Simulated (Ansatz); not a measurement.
AlNi: several calculations on one system

Part 1: Relaxation

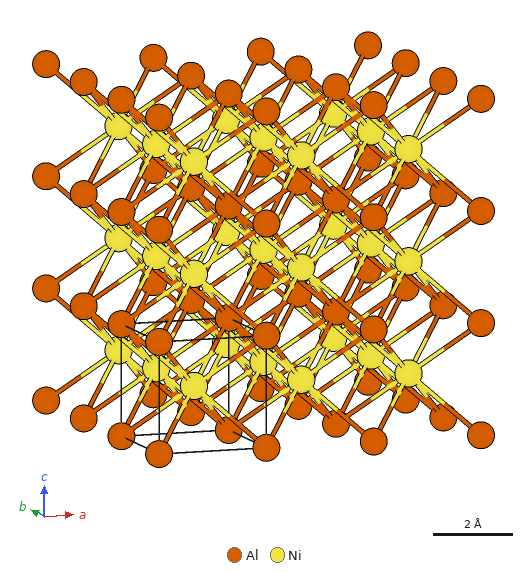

Solid AlNi (set up in Pm-3m), before the relaxation. The picture is a ball-and-stick view of the cell of the calculation, repeated 3 × 3 × 3 with one cell outlined, seen slightly off an axis.

Computed with DFT PBE, scalar-relativistic, plane waves, PAW (Ansatz).

Input file:
```yaml
crystal:
  lattice:
    - [2.881, 0.0, 0.0]
    - [0.0, 2.881, 0.0]
    - [0.0, 0.0, 2.881]
  atoms:
    - { symbol: Al, position: [0.0, 0.0, 0.0] }
    - { symbol: Ni, position: [0.5, 0.5, 0.5] }
basis:
  ecutwfc: 420
kpoints:
  mp_grid: { grid: [14, 14, 14] }
hamiltonian:
  xc: pbe
scf:
  occupations: { method: gaussian, width: 0.1 }
output:
  forces: true
  stress: true
  eigenvalues: true
relax:
  adjacent_minimum: "off"
  f_tol: 0.005
  max_steps: 80
  cell: { stress_tol: 0.05 }
```

Run as
```bash
ansatz run input.yaml --threads 2 --pin off --max-ram 5120MiB --backend cpu --events-out ev --progress --plain --runs-dir out
```

### What does the optimiser find from here?

After 2 accepted moves (3 points after the start) the energy has fallen by 1.9 meV per cell of the calculation. All forces vanish by symmetry, so only the cell relaxes. The pressure goes from 2.08 to 0.02 GPa. The SCF was repeated once at an unchanged geometry on a basis and grid sized afresh for the cell, which shifted the energy by 0.1 meV per cell of the calculation at most. The atoms keep their places relative to the cell (all moves are under 0.005 Å). The volume changes by +1.3 %, with a = b = c 2.881 → 2.893 Å (+0.4 %). Some distances before and after: Al1–Ni2 2.495 → 2.505 Å. The space group stays Pm-3m (No. 221). Cost: 4.4 s on 2 threads of Arm Neoverse V2, with other jobs on the host, peak memory 0.33 GiB.

Limits of the set-up: an element that often carries a moment was run without spin polarisation.

Part 2: Scan

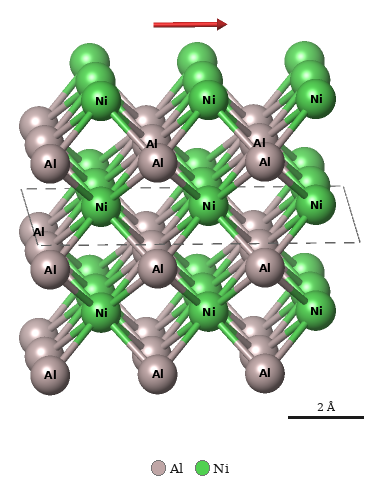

A scan of a crystal of AlNi (Pm-3m): the crystal above a cut along the (1 0 0) plane of the conventional cell (between a plane of Al below and one of Ni above, 1.45 Å apart) is slid rigidly by fractions of an in-plane lattice vector 2.89 Å long (a generalised stacking fault). One cut stands in each cell, which starts 8.7 Å high; nothing is relaxed, and the dashed outline marks the cut, the arrow on top the direction of slip. The picture shows the perfect crystal around the cut (dashed). Style: ball-and-stick. Shown: the layers on both sides of the cut, from the side, nearly along the cut plane.

Theory: DFT PBE, scalar-relativistic, plane waves, PAW (Ansatz 0.2.0). (plane-wave cutoff 420 eV; k-point mesh 20 × 20 × 7; occupations gaussian; smearing width 0.15 eV; no spin polarisation). Energies (free energies at the smearing named) are counted from the relaxed crystal.

```xyz
6
Lattice="0.0000 -2.8931 0.0000 0.0000 0.0000 -2.8931 8.6793 0.0000 0.0000" Properties=species:S:1:pos:R:3 pbc="T T T"
Al    0.0000   -2.8931    0.0000
Al    2.8931    0.0000    0.0000
Al    5.7862    0.0000    0.0000
Ni    1.4465   -1.4465   -1.4465
Ni    4.3396   -1.4465   -1.4465
Ni    7.2327   -1.4465   -1.4465
```

> What energies does the calculation give (the slip: 0.00, 0.10, 0.20, 0.40, 0.60, 0.80, 1.00)?

```tsv
slip (fraction of the lattice vector)	γ (mJ/m²)
0.00	0
0.10	264
0.20	1004
0.40	2957
0.60	2957
0.80	1004
1.00	0
```

Points that are alike by symmetry were computed once.

The curve starts and ends at zero, since a full lattice vector restores the crystal. Its highest computed point is 2957 mJ/m² at slip 0.40 and 0.60. The points are too sparse to place its extrema closely. Relaxation across the fault would lower the values.

Limits of the set-up: an element that often carries a moment was run without spin polarisation.

Part 3: Scan

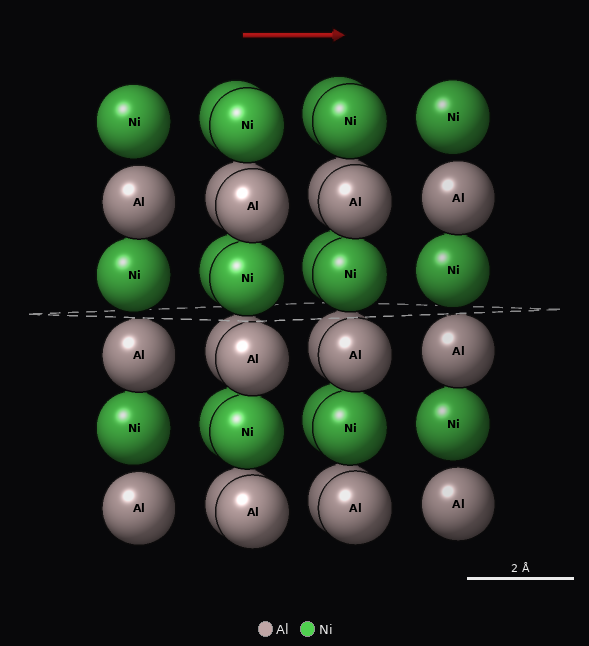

Solid AlNi (Pm-3m): the crystal above a cut along the (1 0 0) plane of the conventional cell (between a plane of Al below and one of Ni above, 1.45 Å apart) is slid rigidly by fractions of an in-plane lattice vector 4.09 Å long (a generalised stacking fault). One cut stands in each cell, which starts 8.7 Å high; nothing is relaxed, and the dashed outline marks the cut, the arrow on top the direction of slip. The picture shows the perfect crystal around the cut (dashed). The picture is a spheres-only view of the layers on both sides of the cut, seen from the side, nearly along the cut plane.

These are results of DFT PBE, scalar-relativistic, plane waves, PAW in Ansatz 0.2.0, not measurements. Set-up: plane-wave cutoff 420 eV; k-point mesh 20 × 20 × 7; occupations gaussian; smearing width 0.15 eV; no spin polarisation. Energies (free energies at the smearing named) are counted from the relaxed crystal.

Input
```yaml
crystal:
  lattice:
    - [0.0, -2.893083528, 0.0]
    - [0.0, 0.0, -2.893083528]
    - [8.6792505841, 0.0, 0.0]
  atoms:
    - { symbol: Al, position: [0.0, 1.0, 0.0] }
    - { symbol: Al, position: [0.0, 1.0, 0.3333333333] }
    - { symbol: Al, position: [0.0, 1.0, 0.6666666667] }
    - { symbol: Ni, position: [0.5, 0.5, 0.1666666667] }
    - { symbol: Ni, position: [0.5, 0.5, 0.5] }
    - { symbol: Ni, position: [0.5, 0.5, 0.8333333333] }
basis:
  ecutwfc: 420
kpoints:
  mp_grid: { grid: [20, 20, 7] }
hamiltonian:
  xc: pbe
scf:
  occupations: { method: gaussian, width: 0.15 }
output:
  forces: true
  stress: true
  eigenvalues: true
```

Launched with:
```bash
ansatz run input.yaml --threads 2 --pin off --max-ram 5120MiB --backend cpu --events-out ev --progress --plain --runs-dir out
```

Q: Give the energy at each point (the slip: 0.000, 0.083, 0.167, 0.250, 0.333, 0.500, 0.667, 0.833, 1.000).

A:
| slip (fraction of the lattice vector) | γ (mJ/m²) |
| --- | --- |
| 0.000 | 0 |
| 0.083 | 399 |
| 0.167 | 1909 |
| 0.250 | 5244 |
| 0.333 | 10614 |
| 0.500 | 19057 |
| 0.667 | 10614 |
| 0.833 | 1909 |
| 1.000 | 0 |

Points that are alike by symmetry were computed once.

The curve starts and ends at zero, since a full lattice vector restores the crystal. Its highest computed point is 19057 mJ/m² at slip 0.50. The points are too sparse to place its extrema closely. Relaxation across the fault would lower the values.

Limits of the set-up: an element that often carries a moment was run without spin polarisation.
